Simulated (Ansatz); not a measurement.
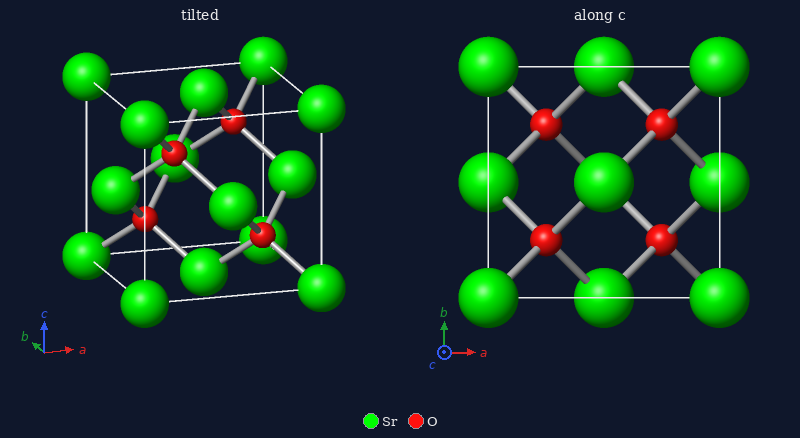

The figure gives a ball-and-stick picture of the atoms, viewed slightly off an axis and along the c axis. The edges of the conventional unit cell are marked. Cell: a = 5.58 Å, b = 5.58 Å, c = 5.58 Å, α = 90.00°, β = 90.00°, γ = 90.00°.

It goes back to a structure type filled with these elements by a generator (whether the compound takes this form wasn't checked). Earlier steps of the study may have refined or changed the cell and positions. It went into a calculation with Ansatz.

**Describe the arrangement of the atoms.**

The structure is one of SrO. It belongs to space group F-43m (No. 216) and has a face-centred cubic lattice. The structure is of the kind named zinc blende (sphalerite type). Cell content 4 Sr, 4 O; Z = 4. The coordination shell of Sr holds four O in a tetrahedral arrangement at about 2.4 Å. O is linked to four Sr in a tetrahedral arrangement at about 2.4 Å. The bonds build a three-dimensional framework.

Run with DFT r2SCAN, scalar-relativistic, plane waves, PAW in Ansatz 0.2.0 and these settings: cutoff 500 eV, k-points about 0.24 Å⁻¹ apart, Gaussian smearing of 0.05 eV, no spin polarisation.

**Does it come out as a metal, or with a gap?**

A semiconductor at this level, with a gap of 2.89 eV, indirect.

**How are the electrons shared out in a Bader analysis?**

Sr +1.52 e; O -1.52 e.

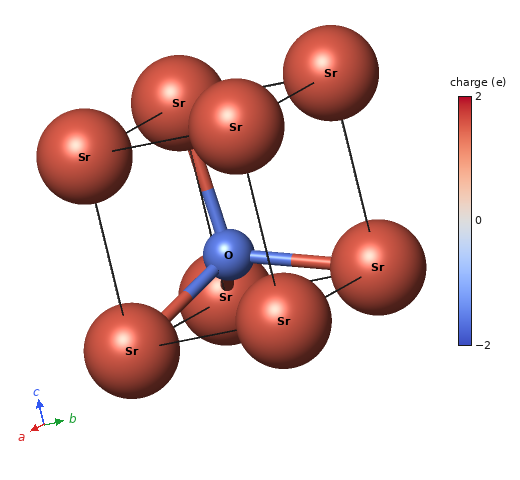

The atoms coloured by those charges. The run's cell of 2 atoms is drawn, so axes and origin can differ from the first picture.

**Does this geometry sit at a stationary point of the energy?**

Yes. All forces vanish to within 0.01 eV/Å. The pressure is 0.0 GPa, close to zero.
